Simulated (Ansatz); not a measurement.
Run report: FeO, single-point calculation (part 2 of 2)

Continued. System: FeO (Fm-3m, 4 atoms in the cell). Method: DFT LDA, scalar-relativistic, plane waves, PAW, spin-polarised (Ansatz 0.2.0); cutoff 420 eV, 8×8×8 k-mesh, Gaussian smearing of 0.05 eV, collinear spins. The structure derives from an entry of the Crystallography Open Database. It belongs to a series of runs on one base structure; here: natural orbitals of the symmetric run, filled by rank.

Geometry of the input (Å; fractional positions):
```
0.0000  2.1554  2.1554
2.1554  0.0000  2.1554
4.3108  4.3108  0.0000
Fe 0.0000  0.0000  0.0000
O  0.5000  0.5000  0.2500
Fe 0.0000  -0.0000  0.5000
O  0.5000  0.5000  0.7500
```

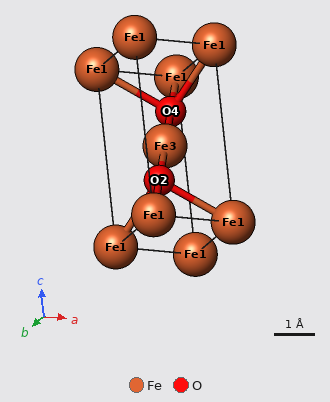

Figure 1. The input geometry (ball-and-stick view of the reduced cell, seen at an oblique angle; atoms are numbered from 1 in the order of the input).

### Output, continued
```
SCF iter   1: F=—  HF=-9943.309586 eV  |F-HF|=—  |Δ(HF+E_count)|=         —  Δρ=8.59e-2 (↑8.59e-2 ↓8.59e-2)  dr2=3.21e0  dr2_m=1.02e0  M=0.000 μB ∫|m|=7.826 μB  β_m=1.00  ethr=3.10e-3  ⟨swp⟩=5.0  Hψ=60085  notcnv=0  defer=156
preconditioner: auto → none  [insulator: Δε(μ)=2.676 eV  Ē_g=17.430 eV  σ=0.050 eV  W_gap=1.00  n_scr=16 (ndim 8)  ℏωp=31.0 eV  f_vac=0.000  D(μ)=0.00/eV (n_scr^D=0)  ε∞_Penn≈4.2]
SCF iter   2: F=—  HF=-9942.539207 eV  |F-HF|=—  |Δ(HF+E_count)|=   7.70e-1  Δρ=3.74e-2 (↑3.74e-2 ↓3.74e-2)  dr2=6.79e-1  dr2_m=1.25e-2  M=0.000 μB ∫|m|=7.840 μB  β_m=1.00  ethr=3.10e-3  ⟨swp⟩=3.0  Hψ=35688  notcnv=0  defer=1338
SCF iter   3: F=—  HF=-9942.593865 eV  |F-HF|=—  |Δ(HF+E_count)|=   5.47e-2  Δρ=1.94e-2 (↑1.94e-2 ↓1.94e-2)  dr2=1.33e-1  dr2_m=3.79e-3  M=0.000 μB ∫|m|=7.845 μB  β_m=1.00  ethr=1.54e-3  ⟨swp⟩=2.4  Hψ=29920  notcnv=0  defer=1186
SCF iter   4: F=—  HF=-9942.687595 eV  |F-HF|=—  |Δ(HF+E_count)|=   9.37e-2  Δρ=7.10e-3 (↑7.10e-3 ↓7.10e-3)  dr2=1.81e-2  dr2_m=2.97e-4  M=0.000 μB ∫|m|=7.849 μB  β_m=1.00  ethr=3.03e-4  ⟨swp⟩=2.3  Hψ=24526  notcnv=0  defer=1168
SCF iter   5: F=—  HF=-9942.744109 eV  |F-HF|=—  |Δ(HF+E_count)|=   5.65e-2  Δρ=7.51e-4 (↑7.51e-4 ↓7.51e-4)  dr2=2.28e-4  dr2_m=3.82e-5  M=0.000 μB ∫|m|=7.851 μB  β_m=0.30  ethr=4.12e-5  ⟨swp⟩=2.3  Hψ=33817  notcnv=0  defer=1170
Mixer restart at iter 5: flushing history
spin-set hold released at iteration 5 (site moments contracting): the magnetisation degrees of freedom join the quasi-Newton model from the next iteration; the mixer history was flushed
SCF iter   6: F=—  HF=-9942.770599 eV  |F-HF|=—  |Δ(HF+E_count)|=   2.65e-2  Δρ=5.40e-4 (↑5.40e-4 ↓5.40e-4)  dr2=1.24e-4  dr2_m=1.61e-5  M=0.000 μB ∫|m|=7.850 μB  β_m=0.65  ethr=5.18e-7  ⟨swp⟩=2.0  Hψ=25576  notcnv=0  defer=1170
SCF iter   7: F=—  HF=-9942.796740 eV  |F-HF|=—  |Δ(HF+E_count)|=   2.61e-2  Δρ=2.12e-4 (↑2.10e-4 ↓2.12e-4)  dr2=1.43e-5  dr2_m=1.05e-5  M=0.000 μB ∫|m|=7.849 μB  β_m=0.68  ethr=2.82e-7  ⟨swp⟩=2.7  Hψ=30526  notcnv=0  defer=1170
SCF iter   8: F=—  HF=-9942.796741 eV  |F-HF|=—  |Δ(HF+E_count)|=   1.58e-6  Δρ=1.28e-4 (↑1.28e-4 ↓1.26e-4)  dr2=5.01e-6  dr2_m=3.57e-6  M=0.000 μB ∫|m|=7.849 μB  β_m=0.66  ethr=3.25e-8  ⟨swp⟩=2.0  Hψ=27780  notcnv=0  defer=1160
SCF iter   9: F=—  HF=-9942.796739 eV  |F-HF|=—  |Δ(HF+E_count)|=   1.87e-6  Δρ=3.41e-5 (↑3.37e-5 ↓3.41e-5)  dr2=3.38e-7  dr2_m=2.91e-7  M=0.000 μB ∫|m|=7.849 μB  β_m=0.72  ethr=1.14e-8  ⟨swp⟩=2.0  Hψ=26906  notcnv=0  defer=1160
SCF iter  10: F=—  HF=-9942.796739 eV  |F-HF|=—  |Δ(HF+E_count)|=   8.71e-8  Δρ=1.83e-5 (↑1.83e-5 ↓1.81e-5)  dr2=3.62e-7  dr2_m=1.52e-8  M=0.000 μB ∫|m|=7.849 μB  β_m=0.52  ethr=7.67e-10  ⟨swp⟩=2.1  Hψ=27190  notcnv=0  defer=1160
SCF iter  11: F=—  HF=-9942.796739 eV  |F-HF|=—  |Δ(HF+E_count)|=   9.64e-8  Δρ=1.74e-6 (↑1.74e-6 ↓1.69e-6)  dr2=1.52e-9  dr2_m=6.40e-10  M=0.000 μB ∫|m|=7.849 μB  β_m=0.52  ethr=7.67e-10  ⟨swp⟩=2.1  Hψ=21795  notcnv=0  defer=1160
Mixer restart at iter 11: flushing history
SCF iter  12: F=—  HF=-9949.009189 eV  |F-HF|=—  |Δ(HF+E_count)|=         —  Δρ=1.01e-1 (↑1.01e-1 ↓1.01e-1)  dr2=4.20e0  dr2_m=1.84e0  M=-0.000 μB ∫|m|=6.757 μB  β_m=0.52  ethr=3.45e-12  ⟨swp⟩=8.6  Hψ=97055  notcnv=0  defer=1260
SCF iter  13: F=—  HF=-9949.492540 eV  |F-HF|=—  |Δ(HF+E_count)|=   4.83e-1  Δρ=6.90e-2 (↑6.90e-2 ↓6.90e-2)  dr2=5.76e0  dr2_m=7.50e-2  M=0.000 μB ∫|m|=7.340 μB  β_m=0.02  ethr=3.45e-12  ⟨swp⟩=8.4  Hψ=96506  notcnv=0  defer=2324
SCF iter  14: F=—  HF=-9949.349995 eV  |F-HF|=—  |Δ(HF+E_count)|=   1.43e-1  Δρ=6.52e-2 (↑6.52e-2 ↓6.52e-2)  dr2=5.12e0  dr2_m=7.30e-2  M=0.000 μB ∫|m|=7.326 μB  β_m=0.04  ethr=3.45e-12  ⟨swp⟩=6.0  Hψ=73897  notcnv=0  defer=2348
SCF iter  15: F=—  HF=-9949.173321 eV  |F-HF|=—  |Δ(HF+E_count)|=   1.77e-1  Δρ=6.05e-2 (↑6.04e-2 ↓6.05e-2)  dr2=4.33e0  dr2_m=7.27e-2  M=0.002 μB ∫|m|=7.309 μB  β_m=0.07  ethr=3.45e-12  ⟨swp⟩=6.8  Hψ=73908  notcnv=0  defer=2374
SCF iter  16: F=—  HF=-9948.750548 eV  |F-HF|=—  |Δ(HF+E_count)|=   4.23e-1  Δρ=4.83e-2 (↑4.83e-2 ↓4.54e-2)  dr2=2.45e0  dr2_m=7.51e-2  M=-0.083 μB ∫|m|=7.257 μB  β_m=0.07  ethr=3.45e-12  ⟨swp⟩=7.5  Hψ=79471  notcnv=0  defer=2374
SCF iter  17: F=—  HF=-9948.337340 eV  |F-HF|=—  |Δ(HF+E_count)|=   4.13e-1  Δρ=2.57e-2 (↑2.57e-2 ↓2.55e-2)  dr2=4.68e-1  dr2_m=7.42e-2  M=-0.012 μB ∫|m|=7.139 μB  β_m=0.23  ethr=3.45e-12  ⟨swp⟩=7.2  Hψ=83562  notcnv=0  defer=2454
SCF iter  18: F=—  HF=-9948.274376 eV  |F-HF|=—  |Δ(HF+E_count)|=   6.30e-2  Δρ=1.05e-2 (↑1.05e-2 ↓9.36e-3)  dr2=2.01e-2  dr2_m=2.59e-2  M=0.017 μB ∫|m|=7.012 μB  β_m=0.40  ethr=3.45e-12  ⟨swp⟩=7.6  Hψ=80347  notcnv=0  defer=2454
SCF iter  19: F=—  HF=-9948.285958 eV  |F-HF|=—  |Δ(HF+E_count)|=   1.16e-2  Δρ=5.47e-3 (↑5.39e-3 ↓5.47e-3)  dr2=3.04e-2  dr2_m=4.98e-3  M=0.075 μB ∫|m|=7.020 μB  β_m=0.42  ethr=3.45e-12  ⟨swp⟩=6.2  Hψ=79841  notcnv=0  defer=2494
SCF iter  20: F=—  HF=-9948.286316 eV  |F-HF|=—  |Δ(HF+E_count)|=   3.59e-4  Δρ=2.83e-3 (↑1.65e-3 ↓2.83e-3)  dr2=5.23e-3  dr2_m=9.20e-4  M=-0.032 μB ∫|m|=7.001 μB  β_m=0.44  ethr=3.45e-12  ⟨swp⟩=6.2  Hψ=65410  notcnv=0  defer=2494
SCF iter  21: F=—  HF=-9948.286341 eV  |F-HF|=—  |Δ(HF+E_count)|=   2.51e-5  Δρ=2.04e-3 (↑2.04e-3 ↓1.76e-3)  dr2=4.22e-3  dr2_m=6.15e-4  M=0.030 μB ∫|m|=7.003 μB  β_m=0.41  ethr=3.45e-12  ⟨swp⟩=5.5  Hψ=55849  notcnv=0  defer=2494
SCF iter  22: F=—  HF=-9948.286280 eV  |F-HF|=—  |Δ(HF+E_count)|=   6.09e-5  Δρ=4.94e-4 (↑4.88e-4 ↓4.94e-4)  dr2=2.03e-4  dr2_m=4.57e-5  M=0.006 μB ∫|m|=7.004 μB  β_m=0.47  ethr=3.45e-12  ⟨swp⟩=4.9  Hψ=50001  notcnv=0  defer=2494
SCF iter  23: F=—  HF=-9948.286288 eV  |F-HF|=—  |Δ(HF+E_count)|=   7.75e-6  Δρ=3.65e-4 (↑2.70e-4 ↓3.65e-4)  dr2=1.00e-4  dr2_m=1.91e-5  M=0.004 μB ∫|m|=7.004 μB  β_m=0.46  ethr=3.45e-12  ⟨swp⟩=4.1  Hψ=45027  notcnv=0  defer=2494
SCF iter  24: F=—  HF=-9948.286289 eV  |F-HF|=—  |Δ(HF+E_count)|=   7.16e-7  Δρ=1.08e-4 (↑7.48e-5 ↓1.08e-4)  dr2=7.68e-6  dr2_m=1.73e-6  M=0.001 μB ∫|m|=7.004 μB  β_m=0.54  ethr=3.45e-12  ⟨swp⟩=4.0  Hψ=41005  notcnv=0  defer=2494
SCF iter  25: F=—  HF=-9948.286289 eV  |F-HF|=—  |Δ(HF+E_count)|=   1.58e-7  Δρ=1.97e-5 (↑1.36e-5 ↓1.97e-5)  dr2=2.67e-7  dr2_m=5.54e-8  M=0.000 μB ∫|m|=7.004 μB  β_m=0.70  ethr=3.45e-12  ⟨swp⟩=3.3  Hψ=37499  notcnv=0  defer=2494
SCF iter  26: F=-9948.286289 eV  HF=-9948.286289 eV  |F-HF|=1.61e-8  |Δ(HF+E_count)|=   1.75e-9  Δρ=4.79e-6 (↑3.48e-6 ↓4.79e-6)  dr2=1.73e-8  dr2_m=2.75e-9  M=0.000 μB ∫|m|=7.004 μB  ethr=3.45e-12  ⟨swp⟩=9.6  Hψ=105359  notcnv=0
WARN: hamiltonian.hubbard: on 2 of 4 specified blocks the occupation matrix of this SCF's result fails the test of the specified filling. At site 0 ↓ (sites count from 0 in the list of atoms of the cell that this SCF solves) the least filled combination of the orbitals specified full has occupation 0.398, and the fullest combination of the orbitals specified empty has occupation 0.398; the filling counts as kept where the first is at least 0.75 and exceeds the second by more than 0.25. The same holds at site 2 ↑. The state of this SCF's result may not hold the specified filling, though these bounds can also misjudge a state that does. This warning does not say which state is lower in energy, or whether the specified filling is a self-consistent state at all; see hamiltonian.hubbard.sites[].starting_ns, Limitations, and scf.initial_density.shell_occupations in the input reference
SCF 1 converged in 26 iterations: F = -9948.286289 eV  dr2 = 1.73e-8
  greatest PAW one-centre occupation: 1.006 electrons in one spin orbital (limit 2), on the Fe atom at site 0 (counted from 0), in its partial waves of l = 1
SCF converged after 26 iterations
Magnetization: 0.0001 μB (22.0000 up, 22.0000 down)
Absolute magnetization: 7.0043 μB (∫|ρ↑−ρ↓|, with the PAW one-centre terms)
Spin contamination: 3.5993 ħ² per cell (⟨S²⟩ above its minimum at these occupations)
Per-site moments (μB) at R_I (Å): [(3.2330142239959, 0.889102566), (-3.4127235373477546e-7, 0.889102566), (-3.2329702952893213, 0.889102566), (-3.4127235358428645e-7, 0.889102566)]
Free energy (F): -9948.286289 eV
Harris-Foulkes:  -9948.286289 eV  (|F-HF|=1.61e-8)
Internal energy: -9948.279200 eV  (E = F + TS)
E sigma→0 (E₀):  -9948.282745 eV
Entropy (-TS):   -0.007089 eV (-1.772 meV/atom)
Fermi energy:    14.176991 eV
--- Per-component energies (eV) ---
  E_band       = -538.983007
  E_kinetic    = 1029.244143
  E_local      = -5206.676449  (includes V_loc(G=0)·N_el)
  E_nonlocal   = 568.171768
  E_hartree    = 2115.774001
  E_xc         = -371.188465
  E_vxc        = -479.107625  (∫ρ·V_xc dr)
  E_paw        = -2913.695043  (= ΣΔE_a)
  E_vpaw       = -682.172900  (= ΣTr[D̂ρ^β])
  E_aug_tail   = 0.006771  (compensation charges beyond the density's cutoff)
  E_ewald      = -5170.912840
  E_core_change = 0.996914  (= ΣΔE_core)
  E_smearing   = -0.007089  (= −TS)
  E_closure    = -0.000000  (closes the sum)
  Σ components = -9948.286289   (vs F -9948.286289, Δ=0.00e0)
--- Specified on-site occupations, and those of the state reported ---
  electrons in the specified blocks: 11.8000 specified, 12.8667 found
  site 0 (l=d) ↓: largest change of an orbital's occupation 0.5721; electrons 1.0500 specified, 1.5060 found; spectral distance 0.7887
  site 2 (l=d) ↑: largest change of an orbital's occupation 0.5721; electrons 1.0500 specified, 1.5060 found; spectral distance 0.7887
  site 0 (l=d) ↑: largest change of an orbital's occupation 0.0237; electrons 4.8500 specified, 4.9273 found; spectral distance 0.0412
  site 2 (l=d) ↓: largest change of an orbital's occupation 0.0237; electrons 4.8500 specified, 4.9273 found; spectral distance 0.0412
--- Forces (eV/Å), atoms counted from 1 ---
  atom   1  Fe     0.00000000     0.00000000     0.00000000
  atom   2  O     -0.00004282    -0.00004181     0.00004446
  atom   3  Fe     0.00000000     0.00000000     0.00000000
  atom   4  O      0.00004282     0.00004181    -0.00004446
  max |Σ_I F_I| component: 0.00e0 eV/Å
--- Stress (GPa, compression-positive) ---
      -17.935653       3.453626      -3.453654
        3.453624     -17.935653      -3.453636
       -3.453658      -3.453643     -17.935640
  P = ⅓ Tr σ = -17.9356 GPa (-179.356 kbar)
--- Band table (eV; the first three rows and the last of 520) ---
  k-point 0 ↑: bands = ["-74.5500", "-70.7886", "-40.9884", "-40.9884", "-40.9579", "-37.3354", "-37.3354", "-37.3148", "-6.1884", "-4.9477", "5.6385", "8.0743", "8.0743", "10.4522", "10.4527", "10.4527", "11.0173", "11.0173", "11.1725", "12.0804", "12.0804", "14.0924", "14.0924", "14.2724", "14.5802", "15.9728", "15.9728", "18.3990", "22.9485", "26.9083", "26.9083", "29.3674"]
  k-point 1 ↑: bands = ["-74.5500", "-70.7886", "-40.9884", "-40.9884", "-40.9578", "-37.3354", "-37.3354", "-37.3149", "-6.1475", "-5.0031", "5.7724", "8.1188", "8.1188", "10.0734", "10.2709", "10.2709", "11.0319", "11.0319", "11.2626", "12.2552", "12.2552", "14.0783", "14.0783", "14.2288", "14.8583", "15.9178", "15.9178", "18.3824", "23.0371", "27.0727", "27.0727", "28.8022"]
  k-point 2 ↑: bands = ["-74.5500", "-70.7886", "-40.9884", "-40.9884", "-40.9578", "-37.3354", "-37.3354", "-37.3150", "-6.0288", "-5.1563", "6.1585", "8.2452", "8.2452", "9.2993", "9.8996", "9.8996", "11.0575", "11.0575", "11.3415", "12.6124", "12.6124", "14.0437", "14.0438", "14.1116", "15.5455", "15.7761", "15.7761", "18.2458", "23.3700", "27.5466", "27.5466", "27.6261"]
  k-point 259 ↓: bands = ["-74.5462", "-70.7840", "-41.0307", "-40.9990", "-40.9514", "-37.3880", "-37.3482", "-37.3068", "-4.9723", "-4.9598", "6.5183", "6.7553", "7.7276", "8.1989", "8.3140", "8.9202", "10.8567", "11.5904", "11.8824", "12.8319", "12.9738", "13.4209", "14.7587", "14.8651", "15.6726", "15.6799", "20.3963", "20.7016", "22.6792", "23.0862", "24.5084", "24.5978"]
Occupation matrices written to [file]
--- Löwdin populations: 4 sites ---
  site symbol       q [e]    m [muB]
     0     Fe     14.9549     3.3801
     1      O      6.9238    -0.0000
     2     Fe     14.9550    -3.3801
     3      O      6.9238    -0.0000
  spilling = 0.005511 (of n_electrons = 44.000000)
--- Occupation matrices: 2 shells (run DFT+U table (all-electron-ortho-atomic); ε = 2.00e-2, provisional) ---
  Fe0 d_3D: site group Oh (m-3m); on the run's cell D3d (-3m)
  Fe0 d_3D up     Tr n = 4.9273  λ = 0.973 0.973 0.993 0.994 0.994  [2× z2 0.49 (Eg 0.98) Eg(0.98)/Eg(1.00) | 3× xy 0.33 (T2g 0.98) T2g(0.98)/Eg(0.67)]
  Fe0 d_3D dn     Tr n = 1.5060  λ = 0.194 0.194 0.323 0.398 0.398  [2× x2-y2 0.49 (Eg 0.97) Eg(0.97)/Eg(1.00) | xy 0.33 (T2g 1.00) T2g(1.00)/A1g(1.00) | 2× xz 0.32 (T2g 0.97) T2g(0.97)/Eg(1.00)]
  specified occupation → Fe0 d_3D up: matrix, ‖Δ‖_F = 0.0412, Tr Δ = -0.0773, displaced = 0.0387, d_λ = 0.0412; orbital distance = 0.0000
  specified occupation → Fe0 d_3D dn: matrix, ‖Δ‖_F = 0.7888, Tr Δ = -0.4560, displaced = 0.8001, d_λ = 0.7887; orbital distance = 0.7073
  Fe2 d_3D: site group Oh (m-3m); on the run's cell D3d (-3m)
  Fe2 d_3D up     Tr n = 1.5060  λ = 0.194 0.194 0.323 0.398 0.398  [2× x2-y2 0.49 (Eg 0.97) Eg(0.97)/Eg(1.00) | xy 0.33 (T2g 1.00) T2g(1.00)/A1g(1.00) | 2× xz 0.32 (T2g 0.97) T2g(0.97)/Eg(1.00)]
  Fe2 d_3D dn     Tr n = 4.9273  λ = 0.973 0.973 0.993 0.994 0.994  [2× z2 0.49 (Eg 0.98) Eg(0.98)/Eg(1.00) | 3× xy 0.33 (T2g 0.98) T2g(0.98)/Eg(0.67)]
  specified occupation → Fe2 d_3D up: matrix, ‖Δ‖_F = 0.7888, Tr Δ = -0.4561, displaced = 0.8001, d_λ = 0.7887; orbital distance = 0.7073
  specified occupation → Fe2 d_3D dn: matrix, ‖Δ‖_F = 0.0412, Tr Δ = -0.0773, displaced = 0.0387, d_λ = 0.0412; orbital distance = 0.0000
  Tr n, λ and their labels are of the run-group-symmetrised matrices; stabiliser: 24 of 48 elements of G0×{1,Θ} (closed), max defect 3.0e-5 at τ = 4.2e-3
```

### Results in brief

| quantity | value |
| --- | --- |
| outcome | converged |
| space group (tolerance 0.01 Å) | Fm-3m (225) |
| electrons treated | 44 |
| free energy | −9948.2863 eV |
| Fermi energy | 14.177 eV |
| gap on the k-point mesh | none (metallic) |
| net moment of the cell | 0.00 μB |
| integrated absolute moment | 7.00 μB |
| pressure | −17.94 GPa |
| largest force (length of the vector) | under 0.001 eV/Å |
| hardware | 2 threads of Arm Neoverse V2, 24 GiB of memory available, shared host |
| wall time | 66 s (CPU time 2.2 min) |
| peak memory | 0.87 GiB |

### Remarks

The program warns: the typed occupations were not kept; the occupation matrices lower the symmetry. The cell is under a tension of 17.9 GPa at this level, so it is not at its equilibrium volume.
